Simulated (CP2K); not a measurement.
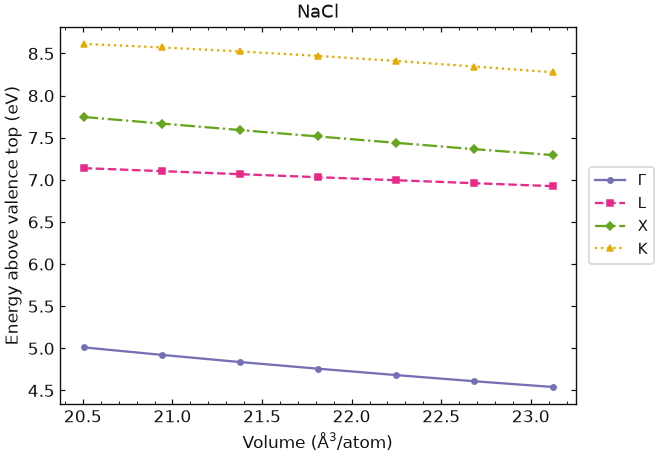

Lowest conduction level at each named k point, counted from the valence-band top at Γ.

System: rocksalt NaCl, space group Fm-3m (No. 225), 2 atoms in the primitive cell. The cell is scaled uniformly. Level of theory: LDA, GTH_POTENTIALS Cl GTH-PADE-q7, Na GTH-PADE-q9; TZVP-MOLOPT-PBE-GTH basis, no spin polarisation, no spin-orbit coupling, 8×8×8 k mesh, Fermi-Dirac smearing of 0.05 eV; code CP2K.

Question: How does each level move from 20.50 Å³/atom to 23.12 Å³/atom?

Answer: Γ falls by 0.47 eV, L falls by 0.22 eV, X falls by 0.46 eV and K falls by 0.33 eV.

Question: What are the deformation potentials dE/d ln V?

Answer: Straight lines against ln V have slopes of −3.9 eV at Γ, −1.8 eV at L, −3.8 eV at X and −2.8 eV at K.

Question: Which of these conduction levels is lowest, and does that change?

Answer: The lowest is the one at Γ, over the whole range, so among these points the gap stays direct.

The values:
```
       volume  Γ (eV)  L (eV)  X (eV)  K (eV)
20.50 Å³/atom    5.01    7.14    7.75    8.61
20.94 Å³/atom    4.92    7.10    7.67    8.57
21.38 Å³/atom    4.84    7.07    7.59    8.52
21.81 Å³/atom    4.76    7.03    7.51    8.47
22.25 Å³/atom    4.68    7.00    7.44    8.41
22.69 Å³/atom    4.61    6.96    7.36    8.35
23.12 Å³/atom    4.54    6.92    7.29    8.28
```

The basis of atomic orbitals isn't converged, which shifts gaps and empty levels. LDA, GGA and most meta-GGA functionals understate gaps. The cell is a database's computed one.
